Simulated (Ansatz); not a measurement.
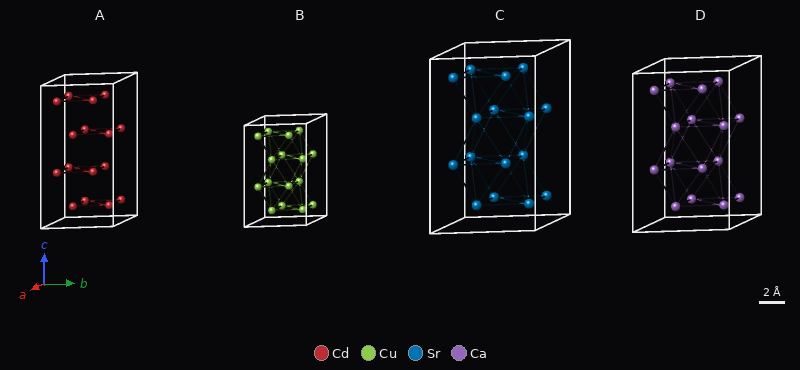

One structure type (space group P6_3/mmc for the parent) with different elements on its sites, each relaxed in cell and atoms to zero pressure (within 0.1 GPa). Style: ball-and-stick. Shown: the cell of the calculation, repeated to show the pattern, slightly off an axis.

Method: DFT r2SCAN, scalar-relativistic, plane waves, PAW in Ansatz 0.2.0. (plane-wave cutoff 500 eV; occupations gaussian; smearing width 0.1 eV; no spin polarisation) The k-mesh is chosen for each cell (18×18×8, 18×18×10, 12×12×6, 12×12×8).

### Give the formulas, and rank the crystals by volume per atom, smallest first.

B = Cu (11.5 Å³), A = Cd (22.0 Å³), D = Ca (43.4 Å³), C = Sr (56.8 Å³).

### Which have a band gap?

Cd: metallic; Cu: metallic; Sr: metallic; Ca: metallic.
